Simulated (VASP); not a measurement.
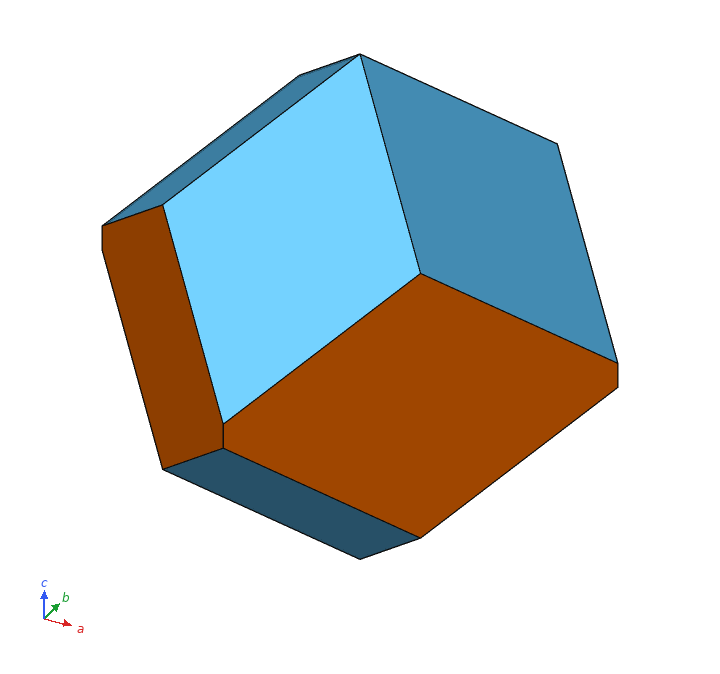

Crystal habit computed by the BFDH rule (growth rate of a face proportional to 1/d, systematic absences taken into account). This is a geometric estimate, not an energy calculation. Faces of one form share a colour. Cell of Cu: space group I4/mmm (No. 139), a = 2.896 Å, b = 2.896 Å, c = 2.763 Å, α = 90.00°, β = 90.00°, γ = 90.00°. Origin: the geometry relaxed with VASP 6.6.1, VASP Kohn-Sham DFT of a periodic cell, TPSS, VASP PAW PBE potentials, recommended. Forms under 0.4 % of the area are left out.

### Give the Miller indices of each colour.

blue: {101} (d = 2.00 Å, 63 % of the area); orange: {110} (d = 2.05 Å, 37 % of the area).
